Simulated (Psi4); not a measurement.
**doublet [C4H6]+: levels of theory compared**

Wanted: a comparison of 3 runs (UHF/STO-3G, UB3LYP/6-31G*) of doublet [C4H6]+. The job is set up through a Python script.

Program for the calculation: Psi4 1.11.

### Step 1. The system as given

The species is [C4H6]+ (10 atoms), meant as a doublet with charge +1. As SMILES of the parent species, `C1=CCC1`. The coordinates come from a PBE0-D4/def2-TZVP relaxation. That shape belongs to the parent species and isn't relaxed for this state.

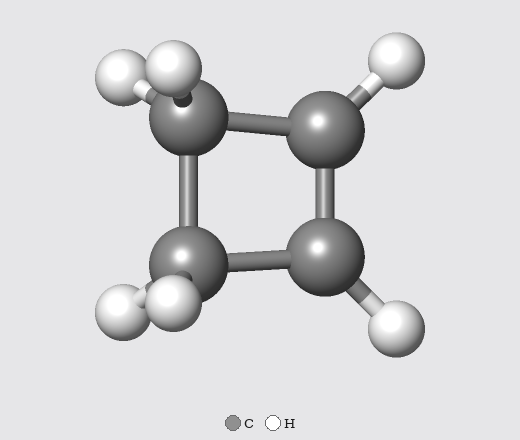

Viewed from a chosen angle; carbon grey, hydrogen white.

### Step 2. Energy and gradient at UHF/STO-3G (run 1)

c4h6.xyz reads:

```xyz
10
C4H6
C     -0.330000     1.010500    -0.386400
C     -1.095000     0.121800     0.249600
C      0.015700    -0.884200     0.415100
C      0.909300     0.154000    -0.327900
H     -0.516400     1.994800    -0.800900
H     -2.137500     0.111500     0.547000
H     -0.118800    -1.833400    -0.110700
H      0.317500    -1.095900     1.444600
H      1.737300     0.553600     0.264000
H      1.301000    -0.184000    -1.291300
```

calc.py reads:

```python
import psi4

psi4.set_memory('1600 MB')
psi4.set_num_threads(1)
psi4.set_output_file('c4h6.out', False)

with open('c4h6.xyz') as f:
    atoms = ''.join(f.readlines()[2:])
m = psi4.geometry('1 2\n' + atoms + 'symmetry c1')

options = {'basis': 'STO-3G', 'reference': 'uhf', 'puream': True, 'e_convergence': 1e-09, 'd_convergence': 1e-08, 'scf_type': 'pk', 'maxiter': 200}
psi4.set_options(options)

energy_value = psi4.gradient('hf')
print('gradient / Eh bohr^-1')
print(energy_value.np.round(6))
```

Started as:

```
$ python calc.py
```

c4h6.out:

```text
[...]
  Running in c1 symmetry.
[...]
  Nuclear repulsion =  113.694935757934644
[...]
  Multiplicity = 2
[...]
  Nalpha       = 15
  Nbeta        = 14
[...]
    Number of basis functions: 26
[...]
   @UHF iter   1:  -152.72428867521634   -2.80514e+00   1.05961e-02 DIIS/ADIIS
[...]
   @UHF iter  12:  -152.78526579856100   -6.82121e-13   4.23052e-09 DIIS
[...]
   @S^2 Observed:                7.559305281E-01
[...]
  @UHF Final Energy:  -152.78526579856100
   => Energetics <=
    Nuclear Repulsion Energy =            113.6949357579346440
    One-Electron Energy =                -422.6673436201490404
    Two-Electron Energy =                 156.1871420636533685
    Total Energy =                       -152.7852657985609994
  UHF NO Occupations:
  HONO-2 :   13  A 1.9992578
  HONO-1 :   14  A 1.9992213
[...]
 Multipole Moments:
 ------------------------------------------------------------------------------------
     Multipole            Electronic (a.u.)      Nuclear  (a.u.)        Total (a.u.)
 ------------------------------------------------------------------------------------
 L = 1.  Multiply by 2.5417464519 to convert [e a0] to [Debye]
 Dipole X            :         -1.6496646            1.1099155           -0.5397491
 Dipole Y            :          1.3074740           -0.8796648            0.4278091
 Dipole Z            :         -0.1572788            0.1058212           -0.0514576
 Magnitude           :                                                    0.6906501
[...]
  -Total Gradient:
     Atom            X                  Y                   Z
    ------   -----------------  -----------------  -----------------
       1       -0.076180933369    -0.091034685769     0.064548703631
       2        0.078721466324     0.089015334414    -0.064305393813
       3       -0.018374510717     0.015171987907    -0.002126289143
       4       -0.019076942743     0.014489192715    -0.001443886937
       5        0.004714607058    -0.012065998913     0.004397351503
       6        0.013257155176    -0.002166384525    -0.002688560209
       7        0.006117577168    -0.001064125946    -0.000673173912
       8        0.005915730024    -0.001475145932    -0.001411607754
       9        0.002328485576    -0.005604778034     0.001494333734
      10        0.002577365503    -0.005265395917     0.002208522899
[...]
```

The script printed:

```text
gradient / Eh bohr^-1
[[-0.076181 -0.091035  0.064549]
 [ 0.078721  0.089015 -0.064305]
 [-0.018375  0.015172 -0.002126]
 [-0.019077  0.014489 -0.001444]
 [ 0.004715 -0.012066  0.004397]
 [ 0.013257 -0.002166 -0.002689]
 [ 0.006118 -0.001064 -0.000673]
 [ 0.005916 -0.001475 -0.001412]
 [ 0.002328 -0.005605  0.001494]
 [ 0.002577 -0.005265  0.002209]]
```

It took 1.6 s on 1 thread of Intel Xeon Platinum 8488C (Sapphire Rapids), shared host; peak memory 0.18 GiB.

### Step 3. A single-point energy at UB3LYP/6-31G(d) (spherical functions) (run 2)

job.py reads:

```python
import psi4

psi4.set_memory(1600000000)
psi4.set_num_threads(1)
psi4.core.set_output_file('output.dat', False)

geom = psi4.geometry("""
1 2
C     -0.330000     1.010500    -0.386400
C     -1.095000     0.121800     0.249600
C      0.015700    -0.884200     0.415100
C      0.909300     0.154000    -0.327900
H     -0.516400     1.994800    -0.800900
H     -2.137500     0.111500     0.547000
H     -0.118800    -1.833400    -0.110700
H      0.317500    -1.095900     1.444600
H      1.737300     0.553600     0.264000
H      1.301000    -0.184000    -1.291300
symmetry c1
""")

psi4.set_options({
    'basis': '6-31G*',
    'reference': 'uks',
    'puream': True,
    'e_convergence': 1e-09,
    'd_convergence': 1e-08,
    'scf_type': 'pk',
    'dft_radial_points': 99,
    'dft_spherical_points': 590,
    'maxiter': 200,
})

e_tot, wfn = psi4.energy('b3lyp', return_wfn=True)
psi4.oeprop(wfn, 'QUADRUPOLE', 'LOWDIN_CHARGES', 'MULLIKEN_CHARGES', title='B3LYP')
print(f'b3lyp energy: {e_tot:.10f} Eh')
```

Started as:

```
$ python job.py
```

output.dat:

```text
[...]
  Running in c1 symmetry.
[...]
  Nuclear repulsion =  113.694935757934644
[...]
  Multiplicity = 2
[...]
  Nalpha       = 15
  Nbeta        = 14
[...]
    Number of basis functions: 68
[...]
   @UKS iter   1:  -155.48524630974168    1.03583e-01   7.60938e-03 ADIIS/DIIS
[...]
   @UKS iter  11:  -155.62909540640618   -1.39266e-12   9.93624e-09 DIIS
[...]
   @S^2 Observed:                7.522319338E-01
[...]
  @UKS Final Energy:  -155.62909540640618
   => Energetics <=
    Nuclear Repulsion Energy =            113.6949357579346440
    One-Electron Energy =                -425.5950921238792262
    Two-Electron Energy =                 175.4099251549224050
    DFT Exchange-Correlation Energy =     -19.1388641953840235
    Empirical Dispersion Energy =           0.0000000000000000
    VV10 Nonlocal Energy =                  0.0000000000000000
    Total Energy =                       -155.6290954064061793
[...]
 Multipole Moments:
 ------------------------------------------------------------------------------------
     Multipole            Electronic (a.u.)      Nuclear  (a.u.)        Total (a.u.)
 ------------------------------------------------------------------------------------
 L = 1.  Multiply by 2.5417464519 to convert [e a0] to [Debye]
 Dipole X            :         -1.4209855            1.1099155           -0.3110700
 Dipole Y            :          1.1262379           -0.8796648            0.2465731
 Dipole Z            :         -0.1354866            0.1058212           -0.0296653
 Magnitude           :                                                    0.3980488
 L = 2.  Multiply by 1.3450342976 to convert [e a0^2] to [Debye ang]
 Quadrupole XX       :        -91.5591548           79.5921806          -11.9669742
 Quadrupole XY       :          8.4913529           -9.1833122           -0.6919594
[...]
  Mulliken Charges: (a.u.)
   Center  Symbol    Alpha    Beta     Spin     Total
       1     C     3.21157  2.73941  0.47216  0.04902
       2     C     3.21160  2.73940  0.47220  0.04900
       3     C     3.16885  3.18811 -0.01926 -0.35697
       4     C     3.16887  3.18812 -0.01925 -0.35699
       5     H     0.35672  0.37445 -0.01773  0.26883
       6     H     0.35672  0.37445 -0.01773  0.26883
       7     H     0.38141  0.34902  0.03239  0.26957
       8     H     0.38142  0.34901  0.03240  0.26957
       9     H     0.38141  0.34901  0.03240  0.26958
      10     H     0.38142  0.34900  0.03242  0.26958
[...]
```

Standard output:

```text
b3lyp energy: -155.6290954064 Eh
```

Wall time 23 s (1 thread of Intel Xeon Platinum 8488C (Sapphire Rapids), shared host); peak memory 0.8 GiB.

### Step 4. Energy and forces at UB3LYP/6-31G(d) (Cartesian functions) (run 3)

run.py reads:

```python
import psi4

psi4.set_memory('1600 MB')
psi4.set_num_threads(1)
psi4.core.set_output_file('run.log', False)

mol = psi4.geometry("""
1 2
C     -0.62360962     1.90956825    -0.73019017
C     -2.06925011     0.23016864     0.47167564
C      0.02966870    -1.67089584     0.78442531
C      1.71832797     0.29101782    -0.61964120
H     -0.97585457     3.76962567    -1.51348165
H     -4.03928959     0.21070446     1.03368019
H     -0.22449946    -3.46462388    -0.20919268
H      0.59998804    -2.07095086     2.72989836
H      3.28302120     1.04615238     0.49888770
H      2.45853369    -0.34770961    -2.44020334
units au
symmetry c1
no_reorient
no_com
""")

psi4.set_options({
    'basis': '6-31G*',
    'reference': 'uks',
    'puream': False,
    'e_convergence': 1e-09,
    'd_convergence': 1e-08,
    'scf_type': 'pk',
    'dft_radial_points': 99,
    'dft_spherical_points': 590,
    'maxiter': 200,
})

result, w = psi4.gradient('b3lyp', return_wfn=True)
print('gradient / Eh bohr^-1')
print(result.np.round(6))
print(f'energy = {w.energy():.10f} Eh')
```

Started as:

```
$ python run.py
```

run.log:

```text
[...]
  Running in c1 symmetry.
[...]
  Nuclear repulsion =  113.694935762293468
[...]
  Multiplicity = 2
[...]
  Nalpha       = 15
  Nbeta        = 14
[...]
    Number of basis functions: 72
[...]
   @UKS iter   1:  -155.48706731275468    1.04821e-01   7.35970e-03 DIIS/ADIIS
[...]
   @UKS iter  12:  -155.63202483188613   -3.69482e-13   3.22085e-09 DIIS
[...]
   @S^2 Observed:                7.522323543E-01
[...]
  @UKS Final Energy:  -155.63202483188613
   => Energetics <=
    Nuclear Repulsion Energy =            113.6949357622934684
    One-Electron Energy =                -425.5649636100019961
    Two-Electron Energy =                 175.3497242600476795
    DFT Exchange-Correlation Energy =     -19.1117212442253042
    Empirical Dispersion Energy =           0.0000000000000000
    VV10 Nonlocal Energy =                  0.0000000000000000
    Total Energy =                       -155.6320248318861275
[...]
 Multipole Moments:
 ------------------------------------------------------------------------------------
     Multipole            Electronic (a.u.)      Nuclear  (a.u.)        Total (a.u.)
 ------------------------------------------------------------------------------------
 L = 1.  Multiply by 2.5417464519 to convert [e a0] to [Debye]
 Dipole X            :          4.0672437           -4.5672790           -0.5000353
 Dipole Y            :         -3.3032625            3.7023514            0.3990889
 Dipole Z            :          0.4142012           -0.4627939           -0.0485927
 Magnitude           :                                                    0.6416140
[...]
  -Total Gradient:
     Atom            X                  Y                   Z
    ------   -----------------  -----------------  -----------------
       1       -0.067552579062    -0.056750272060     0.045871174735
       2        0.045283997991     0.074394254071    -0.047992516142
       3        0.005341431741    -0.007050414809     0.001787408100
       4        0.008176721829    -0.003675736074    -0.000501731636
       5        0.002195200166    -0.003246338146     0.000922117332
       6        0.003750003702    -0.001457958310    -0.000358436568
       7        0.004938006774     0.004662781494    -0.001268759344
       8        0.003959209797     0.002953932801    -0.004777405269
       9       -0.003553690195    -0.005743135556     0.001413540842
      10       -0.002538233745    -0.004087170313     0.004904615428
[...]
```

On the terminal:

```text
gradient / Eh bohr^-1
[[-0.067553 -0.05675   0.045871]
 [ 0.045284  0.074394 -0.047993]
 [ 0.005341 -0.00705   0.001787]
 [ 0.008177 -0.003676 -0.000502]
 [ 0.002195 -0.003246  0.000922]
 [ 0.00375  -0.001458 -0.000358]
 [ 0.004938  0.004663 -0.001269]
 [ 0.003959  0.002954 -0.004777]
 [-0.003554 -0.005743  0.001414]
 [-0.002538 -0.004087  0.004905]]
energy = -155.6320248319 Eh
```

Wall time 31 s (1 thread of Intel Xeon Platinum 8488C (Sapphire Rapids), shared host); peak memory 0.83 GiB.

### Step 5. All runs side by side

```csv
run,level,task,integration grid,energy (Eh),HOMO energy (eV),LUMO energy (eV),⟨S²⟩,wall time
1,UHF/STO-3G,gradient,–,-152.785266,-18.24,-5.70,0.756,1.6 s
2,UB3LYP/6-31G* (spherical functions),energy,99 radial × 590 angular,-155.629095,-15.00,-11.90,0.752,23 s
3,UB3LYP/6-31G* (Cartesian functions),gradient,99 radial × 590 angular,-155.632025,-15.00,-11.90,0.752,31 s
```

### Step 6. Summary of results

| quantity | value |
| --- | --- |
| run 3: total energy | -155.63202 Eh |
| run 3: HOMO energy (highest over α and β) | -15.00 eV |
| run 3: LUMO energy (lowest over α and β) | -11.90 eV |
| run 3: ⟨S²⟩ | 0.752 |
| run 3: largest force on an atom | 5.113 eV/Å |

**Reading.** In run 1 the basis is minimal, so the values are rough. All runs together took 55 s, the longest 31 s.
